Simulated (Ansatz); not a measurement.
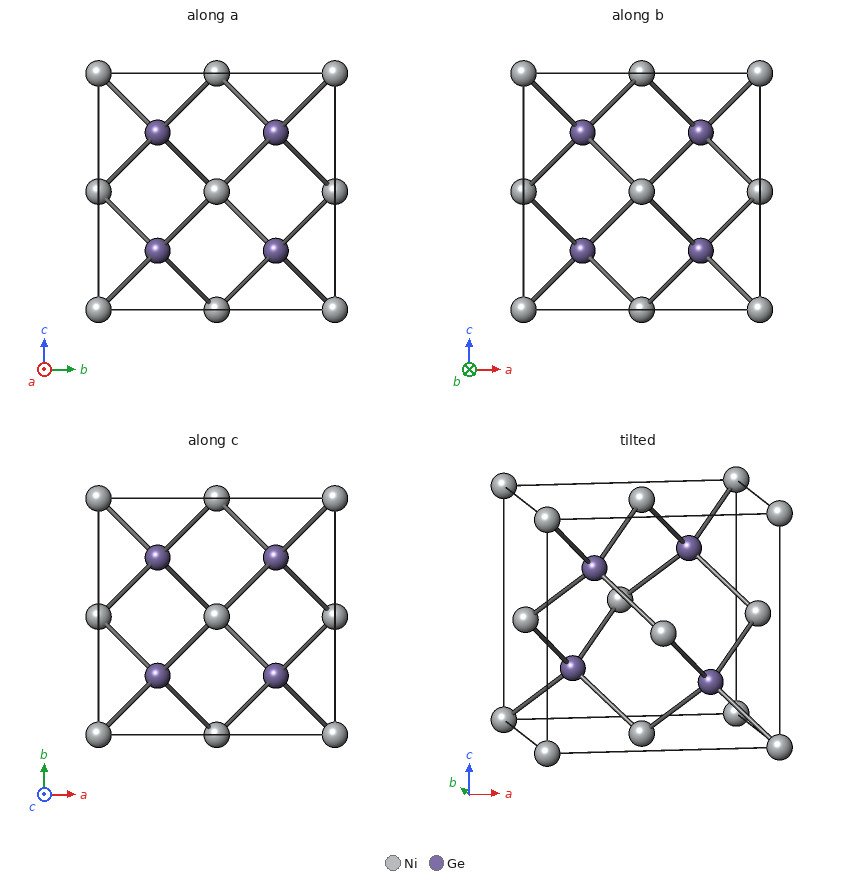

Crystal structure, ball-and-stick style, seen along the a axis, along the b axis, along the c axis and slightly off an axis. The wireframe shows the conventional unit cell.

Lattice parameters: a = 5.444 Å, b = 5.444 Å, c = 5.444 Å, α = 90.00°, β = 90.00°, γ = 90.00°. Put a along x and b in the xy plane.

Question: Turn the picture into a POSCAR file.

Answer:
```
Ni Ge
1.0
     5.444    0.000    0.000
     0.000    5.444    0.000
     0.000    0.000    5.444
Ni Ge
4 4
Direct
  0.0000 0.0000 0.0000
  0.0000 0.5000 0.5000
  0.5000 0.0000 0.5000
  0.5000 0.5000 0.0000
  0.2500 0.2500 0.7500
  0.2500 0.7500 0.2500
  0.7500 0.2500 0.2500
  0.7500 0.7500 0.7500
```

Provenance: a structure type filled with these elements by a generator (whether the compound takes this form wasn't checked). Earlier steps of the study, as a rule a relaxation of our own, may have changed the cell and positions, so they can lie some per cent off the listed ones. A calculation with Ansatz used it as input.

At this level of theory the run's own cell isn't at rest (stretched, at -8 GPa), so its distances can differ from those at equilibrium, the more so the softer the solid.
